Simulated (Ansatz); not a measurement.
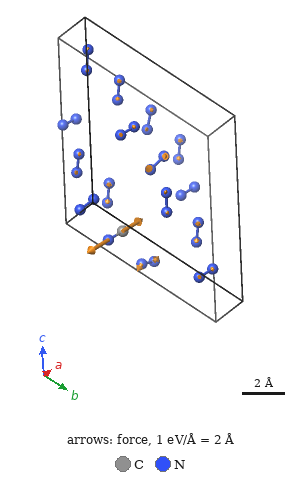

Starting geometry of a defect cell of composition CN31 (cell charge −1) with the computed forces as orange arrows. Style: ball-and-stick. Shown: the cell of the calculation (origin shifted), from a free direction.

Case: C on a N site (f), charge -1, atoms relaxed at the host's cell.

The calculation used Ansatz 0.2.0, DFT PBE+D3(BJ), scalar-relativistic, plane waves, PAW.

The input:
```yaml
crystal:
  lattice:
    - [0.0, 8.1886408874, -5.3249606346]
    - [0.0, -8.1886408874, -5.3249606346]
    - [-8.1886408874, 0.0, 5.3249606346]
  atoms:
    - { symbol: C, position: [0.0, 0.0378900328, 0.0378900328] }
    - { symbol: "N", position: [0.7449659029, 0.2943183268, 0.0392842297] }
    - { symbol: "N", position: [0.2553112955, 0.7993141224, 0.0546254179] }
    - { symbol: "N", position: [0.5, 0.5500229066, 0.0500229066] }
    - { symbol: "N", position: [0.2550340971, 0.2943183268, 0.5493524239] }
    - { symbol: "N", position: [0.5, 0.0522945143, 0.5522945143] }
    - { symbol: "N", position: [0.0, 0.5445658177, 0.5445658177] }
    - { symbol: "N", position: [0.7446887045, 0.7993141224, 0.5440028268] }
    - { symbol: "N", position: [0.7001440527, 0.998130971, 0.2028462691] }
    - { symbol: "N", position: [0.4565620144, 0.2586949735, 0.2063235279] }
    - { symbol: "N", position: [0.9476285544, 0.7497615135, 0.2063235279] }
    - { symbol: "N", position: [0.2047152981, 0.5027022164, 0.2028462691] }
    - { symbol: "N", position: [0.9509586607, 0.2457678836, 0.701158063] }
    - { symbol: "N", position: [0.2042564746, 1.0027277468, 0.7033444692] }
    - { symbol: "N", position: [0.7006167225, 0.4990879947, 0.7033444692] }
    - { symbol: "N", position: [0.4553901793, 0.7501994022, 0.701158063] }
    - { symbol: "N", position: [0.0, 0.4494336638, 0.4494336638] }
    - { symbol: "N", position: [0.7556924406, 0.704819547, 0.4605119875] }
    - { symbol: "N", position: [0.2283769147, 0.2029931661, 0.4313700809] }
    - { symbol: "N", position: [0.5, 0.9571661852, 0.4571661852] }
    - { symbol: "N", position: [0.2443075594, 0.704819547, 0.9491271064] }
    - { symbol: "N", position: [0.5, 0.4548981599, 0.9548981599] }
    - { symbol: "N", position: [0.0, 0.9366929917, 0.9366929917] }
    - { symbol: "N", position: [0.7716230853, 0.2029931661, 0.9746162514] }
    - { symbol: "N", position: [0.7952847019, 0.998130971, 0.2979869183] }
    - { symbol: "N", position: [0.5446098207, 0.2457678836, 0.2948092229] }
    - { symbol: "N", position: [0.0490413393, 0.7501994022, 0.2948092229] }
    - { symbol: "N", position: [0.2998559473, 0.5027022164, 0.2979869183] }
    - { symbol: "N", position: [0.0523714456, 0.2586949735, 0.8021329591] }
    - { symbol: "N", position: [0.2993832775, 1.0027277468, 0.7984712722] }
    - { symbol: "N", position: [0.7957435254, 0.4990879947, 0.7984712722] }
    - { symbol: "N", position: [0.5434379856, 0.7497615135, 0.8021329591] }
  host:
    lattice:
      - [4.0943204437, 0.0, 0.0]
      - [0.0, 4.0943204437, 0.0]
      - [0.0, 0.0, 5.3249606346]
    atoms:
      - { symbol: "N", position: [0.9048715055, 0.9048715055, 0.0] }
      - { symbol: "N", position: [0.5951284945, 0.4048715055, 0.5] }
      - { symbol: "N", position: [0.0951284945, 0.0951284945, 0.0] }
      - { symbol: "N", position: [0.4048715055, 0.5951284945, 0.5] }
total_charge: -1
basis:
  ecutwfc: 420
  xc_grid: 2
kpoints:
  mp_grid: { grid: [2, 2, 2], shift: [0.5, 0.5, 0.5] }
hamiltonian:
  xc: pbe
  dispersion: d3bj
scf:
  occupations: { method: gaussian, width: 0.01 }
output:
  forces: true
  stress: false
  eigenvalues: true
  charged_corrections:
    defect_position: [0.0, 0.04756425, 0.04756425]
    epsilon: [[1.6577, 0.0, 0.0], [0.0, 1.6577, 0.0], [0.0, 0.0, 1.5184]]
relax:
  adjacent_minimum: "off"
  f_tol: 0.025
  max_steps: 45
```

Run as
```bash
ansatz run input.yaml --threads 4 --pin off --max-ram 6144MiB --backend cpu --events-out ev --progress --plain --runs-dir out
```

What follows when this structure is relaxed?

Answer. It isn't relaxed: the largest force vector, on N23, is 0.88 eV/Å. The final displacements have little in common with the starting forces (cosine between the two patterns 0.24). The largest moves, 0.32 Å, are those of N19 and N24. N19 goes along [1 0 1]. By element the largest moves are N 0.32 Å, C 0.02 Å. The lattice vectors keep their values. Near-neighbour distances that change, for instance: C1–N23 1.172 → 1.180 Å. The energy falls by 0.148 eV per cell of the calculation in 6 accepted moves (10 points after the start). The largest force component goes from 0.62 to 0.0022 eV/Å. The line search rejected the trial steps at points 1, 7 of the run. 2 steps only repeated the SCF at the same geometry. The forces were under the threshold at step 5, but the run went on from there.

Limits of the set-up: the cell is charged, on a uniform background, and energies carry no finite-size correction.
